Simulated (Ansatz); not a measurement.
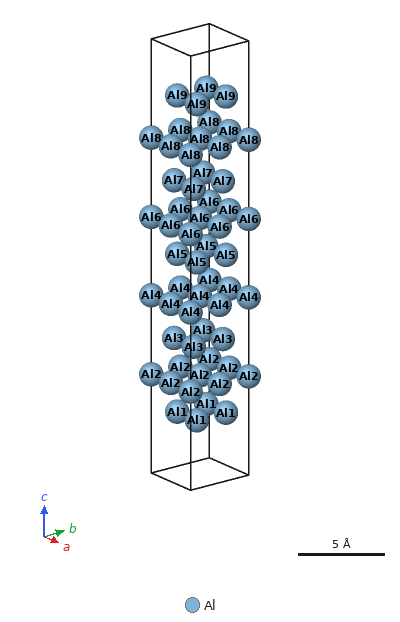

*The structure as given in the input (spheres-only view of the 2 × 2 repeat of the cell, with the vacuum cut short, seen slightly off an axis; atoms are numbered from 1 in the order of the input). An atom can appear more than once, as a periodic image.*

# Al: single-point calculation

- system: Al (slab, 9 atoms in the cell)
- method: DFT, PBE, plane waves, PAW, PAW set soft_1, no spin polarisation (Ansatz 0.2.0)

The structure derives from a Materials Project entry. Figures and captions count atoms from 1; the log counts them from 0 in places.

### Log
```
Engine: ansatz 0.2.0, x86_64-unknown-linux-gnu
Pseudopotentials: kind: paw
Pseudopotential: Al, paw, valence charge 3, recommended cutoff 420 eV (normal), [file]
Functional definition: PBE
  parameter kappa = 0.804
  parameter beta = 0.06672455060314922
  exchange = pbe_x(kappa = kappa, mu = beta*pi^2/3)
  correlation = pbe_c(beta = beta)
Crystal: 9 atoms, lattice volume = 241.598 Å³
Basis set: ecut = 420 eV, 4735 PW (Γ), exchange–correlation on 40×40×480 points (8 copies of the dense FFT grid, shifted against one another)
Bands: 23, of which v1, the nominal top of the filled ones, is band 14 counted from 1 (13 counted from 0)
Symmetry: 6 space group operations
Space group: P3m1 (ITA 156), of the structure as read, at distance tolerance 6.2e-5 Å
k-points: 12 of 81 (time reversal used)
Non-local potential: Al, projectors of the file, l = 0: 2, l = 1: 2, l = 2: 1
PAW form: soft (Blöchl's): semilocal exchange-correlation on the pseudo side does not see the compensation charge
PAW one-centre angular grid: Al, 110 points (default); XC on 64 Gauss nodes
Initial density: superposition of atomic densities (neutral atoms: chi_scale 0, normalization atom)
Initial wavefunctions: pseudopotential atomic-orbital guess
Functional: x = pbe(κ = 0.804, μ = 0.2195149727645171), c = pbe(β = 0.06672455060314922)
SCF iter   1: F=—  HF=-4837.162729 eV  |F-HF|=—  |Δ(HF+E_count)|=         —  Δρ=2.01e-2  dr2=1.57e1  ethr=3.10e-3  p=0.000 e·Å  D=5.99e-9 V/Å  ΔV_dip=-0.00 eV  dr2_dipole=3.95e-2  V_vac-E_F(+/−)=6.83/6.83 eV  ⟨swp⟩=10.9  Hψ=2019  notcnv=0
efield: sawtooth ramp at fractional position 0.8705 (placed from the atoms, in the widest stretch of the axis that holds none; the zero of the levels goes with the place), width 0.0400; the density the first Hamiltonian is built on has a dipole p = 0.000 e·Å; the dipole correction subtracts the counter field D = 5.99e-9 V/Å, which shifts the + side's vacuum level by -0.00 eV against the − side's; the planar-averaged density in the ramp window peaks in size at 2.5e-8 e/Å³
preconditioner: auto → none  [metal: no gap  n_scr=20 (ndim 8)  ℏωp=12.4 eV  f_vac=0.305  sad-step TF]
SCF iter   2: F=—  HF=-4836.724175 eV  |F-HF|=—  |Δ(HF+E_count)|=   4.39e-1  Δρ=1.27e-2  dr2=4.88e0  ethr=3.10e-3  p=-0.000 e·Å  D=-2.90e-7 V/Å  ΔV_dip=0.00 eV  dr2_dipole=1.47e-3  V_vac-E_F(+/−)=6.79/6.79 eV  ⟨swp⟩=1.8  Hψ=394  notcnv=0  defer=21  κ⁻¹=1.0e0(r=1)
SCF iter   3: F=—  HF=-4839.443810 eV  |F-HF|=—  |Δ(HF+E_count)|=    2.72e0  Δρ=2.52e-2  dr2=2.46e2  ethr=3.10e-3  p=-0.112 e·Å  D=-8.42e-2 V/Å  ΔV_dip=2.88 eV  dr2_dipole=2.42e2  V_vac-E_F(+/−)=5.61/2.73 eV  ⟨swp⟩=6.2  Hψ=987  notcnv=0  defer=27  κ⁻¹=6.9e-3(r=2)
SCF iter   4: F=—  HF=-4838.060629 eV  |F-HF|=—  |Δ(HF+E_count)|=    1.38e0  Δρ=1.91e-2  dr2=1.11e2  ethr=3.10e-3  p=0.076 e·Å  D=5.71e-2 V/Å  ΔV_dip=-1.96 eV  dr2_dipole=9.27e1  V_vac-E_F(+/−)=3.39/5.35 eV  ⟨swp⟩=4.3  Hψ=589  notcnv=0  defer=32  κ⁻¹=1.8e-3(r=3)
SCF iter   5: F=—  HF=-4836.380470 eV  |F-HF|=—  |Δ(HF+E_count)|=    1.68e0  Δρ=5.29e-3  dr2=1.25e0  ethr=3.10e-3  p=0.001 e·Å  D=9.52e-4 V/Å  ΔV_dip=-0.03 eV  dr2_dipole=2.90e-3  V_vac-E_F(+/−)=4.75/4.79 eV  ⟨swp⟩=4.0  Hψ=776  notcnv=0  defer=35  κ⁻¹=1.6e-4(r=4)
SCF iter   6: F=—  HF=-4836.316209 eV  |F-HF|=—  |Δ(HF+E_count)|=   6.43e-2  Δρ=3.09e-3  dr2=4.73e-1  ethr=3.10e-3  p=-0.003 e·Å  D=-2.61e-3 V/Å  ΔV_dip=0.09 eV  dr2_dipole=2.07e-4  V_vac-E_F(+/−)=4.71/4.62 eV  ⟨swp⟩=2.2  Hψ=405  notcnv=0  defer=32  κ⁻¹=2.9e-5(r=5)
SCF iter   7: F=—  HF=-4836.346136 eV  |F-HF|=—  |Δ(HF+E_count)|=   2.99e-2  Δρ=3.89e-3  dr2=1.52e0  ethr=1.75e-3  p=0.020 e·Å  D=1.47e-2 V/Å  ΔV_dip=-0.50 eV  dr2_dipole=1.53e-1  V_vac-E_F(+/−)=4.22/4.72 eV  ⟨swp⟩=2.8  Hψ=389  notcnv=0  defer=36  κ⁻¹=2.3e-5(r=6)
SCF iter   8: F=—  HF=-4836.289056 eV  |F-HF|=—  |Δ(HF+E_count)|=   5.71e-2  Δρ=1.28e-3  dr2=6.17e-2  ethr=1.75e-3  p=-0.002 e·Å  D=-1.38e-3 V/Å  ΔV_dip=0.05 eV  dr2_dipole=1.36e-2  V_vac-E_F(+/−)=4.44/4.39 eV  ⟨swp⟩=2.4  Hψ=402  notcnv=0  defer=30  κ⁻¹=7.8e-6(r=7)
SCF iter   9: F=—  HF=-4836.284545 eV  |F-HF|=—  |Δ(HF+E_count)|=   4.51e-3  Δρ=6.68e-4  dr2=2.83e-2  ethr=2.28e-4  p=-0.002 e·Å  D=-1.41e-3 V/Å  ΔV_dip=0.05 eV  dr2_dipole=9.98e-3  V_vac-E_F(+/−)=4.24/4.19 eV  ⟨swp⟩=2.4  Hψ=329  notcnv=0  defer=33  κ⁻¹=5.2e-6(r=8)
SCF iter  10: F=—  HF=-4836.284631 eV  |F-HF|=—  |Δ(HF+E_count)|=   8.59e-5  Δρ=6.17e-4  dr2=2.62e-2  ethr=1.05e-4  p=0.003 e·Å  D=1.94e-3 V/Å  ΔV_dip=-0.07 eV  dr2_dipole=8.75e-3  V_vac-E_F(+/−)=4.13/4.20 eV  ⟨swp⟩=2.1  Hψ=317  notcnv=0  defer=33  κ⁻¹=2.6e-6(r=8)
SCF iter  11: F=—  HF=-4836.283460 eV  |F-HF|=—  |Δ(HF+E_count)|=   1.17e-3  Δρ=1.11e-4  dr2=1.04e-4  ethr=9.71e-5  p=0.000 e·Å  D=1.77e-4 V/Å  ΔV_dip=-0.01 eV  dr2_dipole=2.06e-6  V_vac-E_F(+/−)=4.11/4.11 eV  ⟨swp⟩=1.3  Hψ=256  notcnv=0  defer=33  κ⁻¹=4.1e-7(r=8)
SCF iter  12: F=—  HF=-4836.283505 eV  |F-HF|=—  |Δ(HF+E_count)|=   4.55e-5  Δρ=7.37e-5  dr2=6.22e-4  ethr=3.87e-7  p=0.000 e·Å  D=1.63e-4 V/Å  ΔV_dip=-0.01 eV  dr2_dipole=3.02e-7  V_vac-E_F(+/−)=4.10/4.10 eV  ⟨swp⟩=4.7  Hψ=570  notcnv=0  defer=33  κ⁻¹=7.3e-7(r=8)
SCF iter  13: F=—  HF=-4836.283491 eV  |F-HF|=—  |Δ(HF+E_count)|=   1.38e-5  Δρ=4.28e-5  dr2=1.79e-4  ethr=3.87e-7  p=0.000 e·Å  D=2.37e-4 V/Å  ΔV_dip=-0.01 eV  dr2_dipole=1.42e-4  V_vac-E_F(+/−)=4.10/4.11 eV  ⟨swp⟩=3.1  Hψ=366  notcnv=0  defer=33  κ⁻¹=7.3e-6(r=8)
SCF iter  14: F=—  HF=-4836.283552 eV  |F-HF|=—  |Δ(HF+E_count)|=   6.08e-5  Δρ=1.36e-4  dr2=8.86e-3  ethr=3.87e-7  p=-0.000 e·Å  D=-2.80e-4 V/Å  ΔV_dip=0.01 eV  dr2_dipole=9.59e-3  V_vac-E_F(+/−)=4.11/4.10 eV  ⟨swp⟩=2.9  Hψ=325  notcnv=0  defer=33  κ⁻¹=2.9e-6(r=8)
SCF iter  15: F=—  HF=-4836.283492 eV  |F-HF|=—  |Δ(HF+E_count)|=   6.04e-5  Δρ=3.44e-5  dr2=1.72e-4  ethr=3.87e-7  p=0.000 e·Å  D=2.85e-4 V/Å  ΔV_dip=-0.01 eV  dr2_dipole=1.10e-5  V_vac-E_F(+/−)=4.10/4.11 eV  ⟨swp⟩=3.5  Hψ=359  notcnv=0  defer=33  κ⁻¹=6.4e-6(r=8)
SCF iter  16: F=—  HF=-4836.283491 eV  |F-HF|=—  |Δ(HF+E_count)|=   3.96e-7  Δρ=1.17e-5  dr2=5.91e-6  ethr=3.87e-7  p=0.000 e·Å  D=2.60e-4 V/Å  ΔV_dip=-0.01 eV  dr2_dipole=3.85e-8  V_vac-E_F(+/−)=4.10/4.11 eV  ⟨swp⟩=1.8  Hψ=266  notcnv=0  defer=33  κ⁻¹=3.0e-6(r=8)
SCF iter  17: F=—  HF=-4836.283500 eV  |F-HF|=—  |Δ(HF+E_count)|=   9.11e-6  Δρ=4.71e-6  dr2=7.16e-7  ethr=2.19e-8  p=0.000 e·Å  D=2.52e-4 V/Å  ΔV_dip=-0.01 eV  dr2_dipole=7.50e-8  V_vac-E_F(+/−)=4.10/4.11 eV  ⟨swp⟩=3.3  Hψ=411  notcnv=0  defer=33  κ⁻¹=3.9e-6(r=8)
SCF iter  18: F=—  HF=-4836.283501 eV  |F-HF|=—  |Δ(HF+E_count)|=   2.30e-7  Δρ=8.83e-6  dr2=7.23e-6  ethr=2.65e-9  p=0.000 e·Å  D=2.09e-4 V/Å  ΔV_dip=-0.01 eV  dr2_dipole=8.65e-7  V_vac-E_F(+/−)=4.10/4.11 eV  ⟨swp⟩=3.9  Hψ=438  notcnv=0  defer=33  κ⁻¹=5.1e-6(r=8)
SCF iter  19: F=—  HF=-4836.283500 eV  |F-HF|=—  |Δ(HF+E_count)|=   2.53e-7  Δρ=3.21e-6  dr2=3.71e-7  ethr=2.65e-9  p=0.000 e·Å  D=2.35e-4 V/Å  ΔV_dip=-0.01 eV  dr2_dipole=2.52e-10  V_vac-E_F(+/−)=4.10/4.11 eV  ⟨swp⟩=3.6  Hψ=390  notcnv=0  defer=33  κ⁻¹=2.3e-6(r=8)
SCF iter  20: F=—  HF=-4836.283500 eV  |F-HF|=—  |Δ(HF+E_count)|=  4.79e-10  Δρ=2.81e-6  dr2=4.81e-7  ethr=1.37e-9  p=0.000 e·Å  D=2.23e-4 V/Å  ΔV_dip=-0.01 eV  dr2_dipole=6.56e-8  V_vac-E_F(+/−)=4.10/4.11 eV  ⟨swp⟩=3.2  Hψ=397  notcnv=0  defer=33  κ⁻¹=2.4e-6(r=8)
SCF iter  21: F=-4836.283500 eV  HF=-4836.283500 eV  |F-HF|=3.07e-9  |Δ(HF+E_count)|=   2.32e-8  Δρ=8.15e-7  dr2=4.49e-9  ethr=3.70e-10  p=0.000 e·Å  D=2.36e-4 V/Å  ΔV_dip=-0.01 eV  dr2_dipole=2.20e-12  V_vac-E_F(+/−)=4.10/4.11 eV  ⟨swp⟩=12.8  Hψ=1557  notcnv=0
SCF 1 converged in 21 iterations: F = -4836.283500 eV  dr2 = 4.49e-9
  greatest PAW one-centre occupation: 0.462 electrons in one spin orbital (limit 2), on the Al atom at site 8 (counted from 0), in its partial waves of l = 0
```

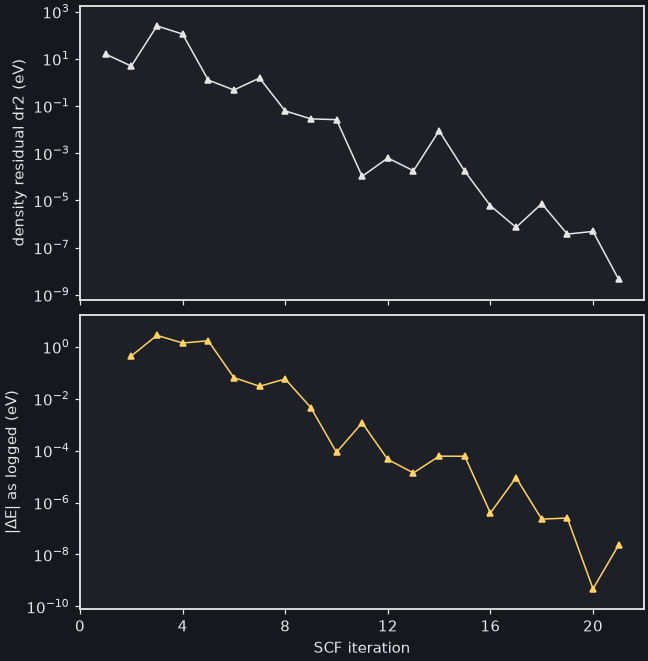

*Convergence of the self-consistent field: density residual dr2 and size of the energy change against the SCF iteration.*

The residual falls unevenly and jumps up by a factor of two or more 5 times on the way down.

```
SCF converged after 21 iterations
Stability not checked: this state was not tested for a lower state beside it, because the mixer in use, unlike msr1, does not test its closes by its own steps (another_mixer; see scf.mixing.algorithm and scf.lower_state_search)
Free energy (F): -4836.283500 eV
Harris-Foulkes:  -4836.283500 eV  (|F-HF|=3.07e-9)
Internal energy: -4836.282421 eV  (E = F + TS)
E sigma→0 (E₀):  -4836.283500 eV
Entropy (-TS):   -0.001079 eV (-0.120 meV/atom)
Fermi energy:    3.326214 eV
Dipole field:    D = 0.000234 V/Å  (p = 0.000312 e·Å, saw-weighted, corrected)
Work function:   Φ+ = 4.0975 eV   Φ− = 4.1055 eV
Levels:          The Fermi level and band energies are counted from a zero that moves with the ramp; work functions are not
--- Per-component energies (eV) ---
  E_band       = -25.527034
  E_kinetic    = 199.108508
  E_local      = -7842.365377  (includes V_loc(G=0)·N_el)
  E_nonlocal   = 90.083834
  E_hartree    = 3909.153885
  E_xc         = -336.816729
  E_vxc        = -259.333828  (∫ρ·V_xc dr)
  E_paw        = -4224.472838  (= ΣΔE_a)
  E_vpaw       = -31.326368  (= ΣTr[D̂ρ^β])
  E_aug_tail   = -0.000018  (compensation charges beyond the density's cutoff)
  E_efield     = 0.000000  (sawtooth field / dipole correction)
  E_vefield    = 0.000074  (∫n·V_field dr)
  E_ewald      = 3369.026315
  E_smearing   = -0.001079  (= −TS)
  E_closure    = 0.000000  (closes the sum)
  Σ components = -4836.283500   (vs F -4836.283500, Δ=0.00e0)
--- Forces (eV/Å), atoms counted from 1 ---
  atom   1  Al     0.00000000     0.00000000    -0.08834860
  atom   2  Al     0.00000000     0.00000000     0.08801343
  atom   3  Al     0.00000000    -0.00000000    -0.00500941
  atom   4  Al    -0.00000000     0.00000000     0.02108207
  atom   5  Al    -0.00000000     0.00000000    -0.00733740
  atom   6  Al    -0.00000000    -0.00000000     0.02508419
  atom   7  Al     0.00000000    -0.00000000    -0.06547379
  atom   8  Al     0.00000000     0.00000000     0.00706025
  atom   9  Al    -0.00000000     0.00000000     0.02493112
  max |Σ_I F_I| component: 1.87e-6 eV/Å
--- Band table (eV; the first three rows and the last of 12) ---
  k-point 0: bands = ["-7.6908", "-7.4458", "-7.0993", "-6.5490", "-5.8848", "-5.0977", "-4.1481", "-3.0871", "-1.8660", "-0.6746", "0.7673", "2.2205", "3.7324", "5.1839", "6.3972", "7.2361", "7.4875", "8.7320", "8.8093", "10.6164", "10.6921", "12.8289", "12.8387"]
  k-point 1: bands = ["-7.3923", "-7.1477", "-6.8020", "-6.2526", "-5.5895", "-4.8038", "-3.8556", "-2.7961", "-1.5746", "-0.3953", "1.0475", "2.4972", "4.0046", "5.4530", "6.6687", "7.5191", "7.7703", "8.9921", "9.0574", "10.4869", "10.5482", "10.7599", "11.0407"]
  k-point 2: bands = ["-6.5007", "-6.2573", "-5.9136", "-5.3670", "-4.7077", "-3.9260", "-2.9827", "-1.9285", "-0.7091", "0.4407", "1.8762", "3.3029", "4.7614", "6.1006", "6.3331", "6.7418", "6.9898", "7.5168", "7.6360", "8.0668", "8.4036", "8.6965", "8.7989"]
  k-point 11: bands = ["0.0423", "0.1871", "0.1873", "0.2903", "0.3924", "0.4091", "0.6039", "0.6879", "0.7101", "1.1278", "1.1286", "1.2128", "1.3609", "2.1680", "2.1965", "2.6388", "2.7114", "2.8132", "3.1054", "3.6985", "4.2844", "4.7356", "4.7424"]
```

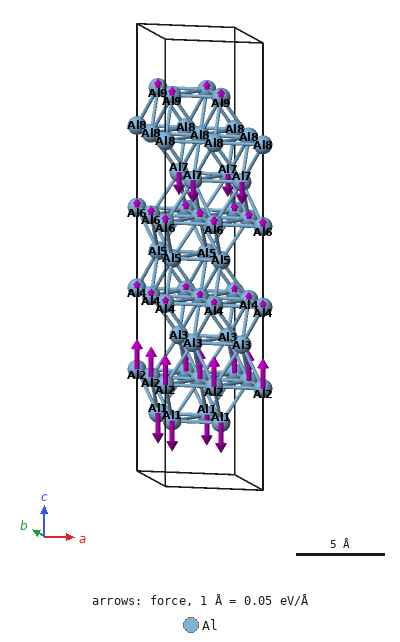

*Forces on the atoms as pink arrows (ball-and-stick view of the 2 × 2 repeat of the cell, with the vacuum cut short, seen slightly off an axis; atoms are numbered from 1 in the order of the input); the smallest are left out.*

The largest act on Al1, Al2 (0.09 eV/Å); Al7 (0.07 eV/Å). The geometry is not a stationary point of this energy.

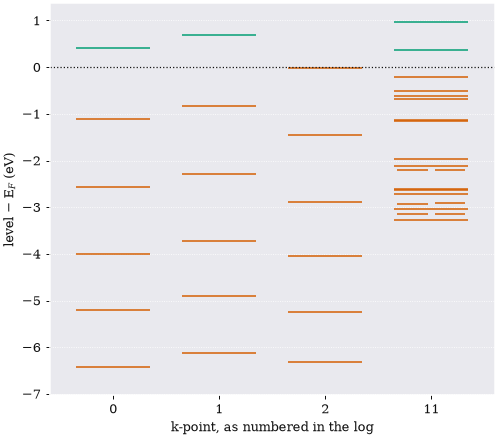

*Kohn–Sham levels near the Fermi level (dotted) at the few k-points that the log prints; levels within 0.02 eV of each other stand side by side.*

The system is metallic on the full mesh.

The run was set up as follows.

### The input
```yaml
crystal:
  lattice:
    - [2.8535431555, 0.0, 0.0]
    - [-1.4267715777, 2.4712408634, 0.0]
    - [0.0, 0.0, 34.2605579378]
  atoms:
    - { symbol: Al, position: [0.3333333333, 0.6666666667, 0.116752331] }
    - { symbol: Al, position: [0.0, 0.0, 0.1852090283] }
    - { symbol: Al, position: [0.6666666667, 0.3333333333, 0.2536657256] }
    - { symbol: Al, position: [0.0, 0.0, 0.3221224229] }
    - { symbol: Al, position: [0.3333333333, 0.6666666667, 0.3899858424] }
    - { symbol: Al, position: [0.0, 0.0, 0.457816857] }
    - { symbol: Al, position: [0.6666666667, 0.3333333333, 0.5268325032] }
    - { symbol: Al, position: [0.0, 0.0, 0.5950901729] }
    - { symbol: Al, position: [0.3333333333, 0.6666666667, 0.6643370484] }
kpoints:
  mp_grid: { grid: [9, 9, 1] }
hamiltonian:
  xc: pbe
  pseudopotentials: { kind: paw, azcp: { folder: soft_1 } }
scf:
  occupations: { method: tetrahedron_uncorrected }
output:
  forces: true
  eigenvalues: true
efield:
  axis: 3
  dipole_correction: true
  ramp_width: 0.04
```

Run as:
```bash
ansatz run input.yaml --threads 1 --pin off --max-ram 3072MiB --backend cpu --events-out ev --progress --plain --runs-dir out
```

### Key numbers

| quantity | value |
| --- | --- |
| outcome | converged |
| electrons treated | 27 |
| free energy | −4836.2835 eV |
| Fermi energy | 3.326 eV |
| gap on the k-point mesh | none (metallic) |
| largest force (length of the vector) | 0.088 eV/Å |
| hardware | 1 thread of Intel Xeon (Sapphire Rapids), 16 GiB of memory available, shared host |
| wall time | 5.6 s |
| peak memory | 0.39 GiB |

### Remarks

Settings chosen away from the usual ones: scf.occupations.width removed; scf.occupations.method set to tetrahedron_uncorrected (from gaussian); basis.ecutwfc removed.
